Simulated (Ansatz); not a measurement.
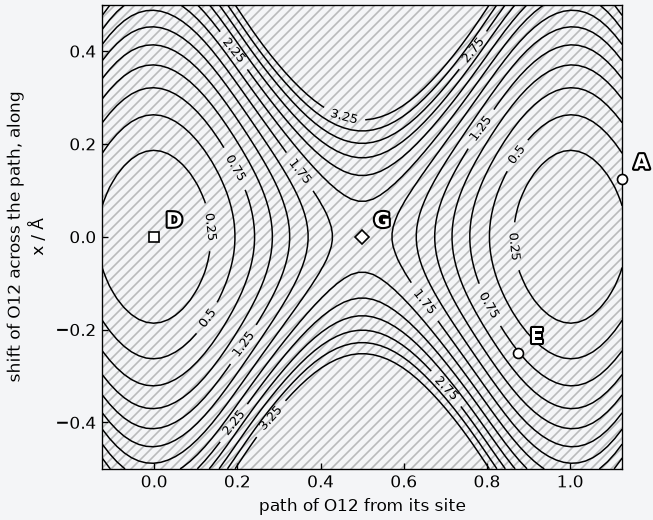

HfO₂ (Fm-3m phase) with one O vacancy (14 atoms in the cell, cell charge +2). 
- An atom moved over a plane that holds its own site and a neighbouring vacancy (x along [−1 −3 0], y along [3 −1 0], z along [0 0 1] of the conventional cell).
- First axis: path of O12 from its site (0) to the vacancy (1), 2.522 Å. Second axis: shift of O12 across the path, along x.
- Nothing is relaxed (all other atoms held at the sites of the perfect crystal).
- Grid: 11 × 9 points; 28 points were computed and 69 follow by symmetry. At 2 points there is no value (left out of the scan, as a rule where atoms come close).
- Points are written as (first, second).
- Energies: eV per cell, counted from the lowest grid point.
- The band gap closes in part of the range. The cell is charged on a uniform background, without a charge correction.
- Level of theory: DFT PBEsol, scalar-relativistic, plane waves, PAW in Ansatz 0.2.0. Settings: cutoff 420 eV, k-mesh 4×4×4, gaussian smearing 0.05 eV, no spin polarisation.

The picture shows contour lines labelled in eV (none above 3.25), hatched blanks where no value was computed, lettered points. Between grid points the surface is interpolated.

Q: Is D the lowest point of the computed grid?

A: Yes. D, at (0.000, 0.000 Å) [nearest 4 Hf at 2.18 Å], has the lowest energy of the grid.

Q: Rank the lettered points by energy, lowest first.

A: D (0.00 eV), A (0.35 eV), E (0.76 eV), G (1.87 eV).

PAW datasets: the set soft_1.
